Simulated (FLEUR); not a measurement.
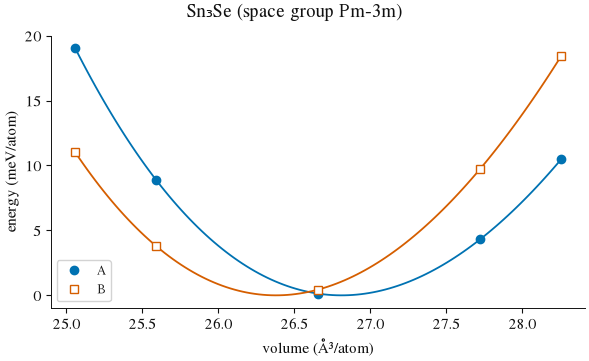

The picture above shows the energy against volume, with one curve for each functional, for Sn₃Se (space group Pm-3m). The labels are replaced by letters. In alphabetical order the cases are: PBE; r2SCAN.

How it was computed, with FLEUR MaX-R8.1 (later development tree): all-electron LAPW DFT, no spin polarisation; energies at scaled volumes of the given cell, shape and fractions fixed, counted from the fit's minimum, third-order Birch-Murnaghan fit. All runs: no spin polarisation.

- k mesh: 6×6×6
- occupations: Fermi–Dirac
- smearing width: 0.05 eV
- potentials: all electron

### Which letter stands for which functional?

A: PBE; B: r2SCAN.
